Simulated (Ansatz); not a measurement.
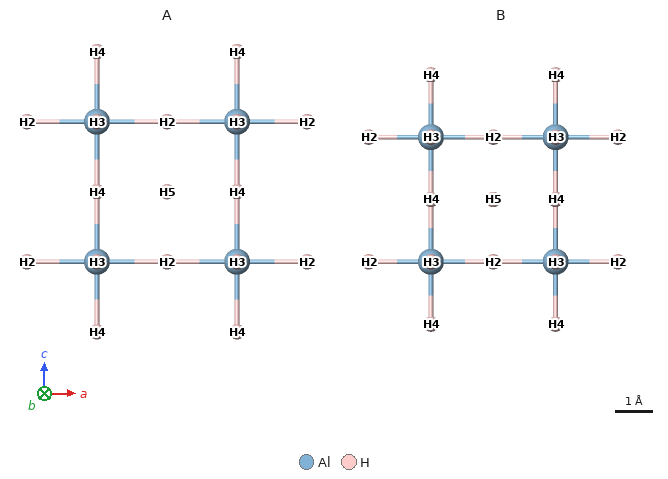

Two geometries of solid AlH$_{4}$ (a generated structure, set up in Pm-3m) (coarse preliminary run), drawn at one scale. One is the start of a relaxation, the other its converged end. The picture is a ball-and-stick view of the cell of the calculation, seen along the b axis.

Computed with DFT PBE, scalar-relativistic, plane waves, PAW in Ansatz 0.2.0. (plane-wave cutoff 420 eV; k-point mesh 4 × 4 × 4; occupations gaussian; smearing width 0.1 eV; no spin polarisation; cell and atoms relaxed; force threshold 0.04 eV/Å; at most 70 steps)

Which one is relaxed?

Answer. Structure B is the relaxed one. No atom moves by more than 0.005 Å relative to the cell. Cell: a = b = c 3.811 → 3.391 Å (−11.0 %). Volume −29.6 %. Among the contacts that change: Al–H 1.906 → 1.695 Å. The space group stays Pm-3m (No. 221). The energy falls by 0.794 eV per cell of the calculation in 4 accepted moves (5 points after the start). All forces vanish by symmetry, so only the cell relaxes. The pressure goes from −12.02 to −0.16 GPa. The SCF was repeated once at an unchanged geometry on a basis and grid sized afresh for the cell, which shifted the energy by 7.5 meV per cell of the calculation at most. Cost: 6 s on 1 thread of Intel(R) Xeon(R) Processor @ 2.70GHz (shared host), peak memory 0.3 GiB.

Limits of the set-up: the k-point mesh is coarse for a cell with partly filled bands.
